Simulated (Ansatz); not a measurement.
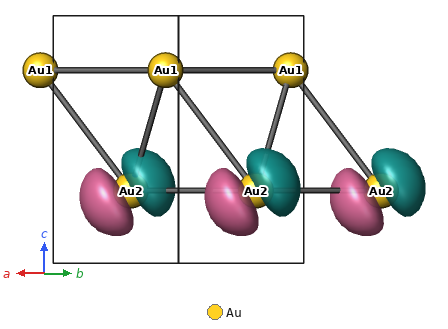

Au: one atom of the 2-atom cell (and its periodic copies) was moved a little. Density after less density before, teal at +0.8 and pink at −0.8 e/Å³, seen along [110]; cell a = 2.82 Å, b = 2.92 Å, c = 4.89 Å, α = 90.00°, β = 90.00°, γ = 118.91°. The lobes lie largely inside the PAW sphere, where the density is a smoothed one.

Space group Cmcm; the calculation finds a residual pressure of about −5 GPa at this fixed cell. This isn't the usual form at ambient conditions. The cell comes from a database of computed structures, not from a measurement.

The calculation used DFT PBEsol, scalar-relativistic, plane waves, PAW (Ansatz).

### Find the displaced atom and its direction.

Au2 moved towards the teal lobe, up and to the right in the picture. In the run the shift was 0.15 Å along [−2 2 1] in the axes of the cell drawn.

### What restoring force does the calculation give for this move?

The force on it changes by 0.22 eV/Å along the move, against it: a stiffness of about 1.5 eV/Å² for this sublattice shift.
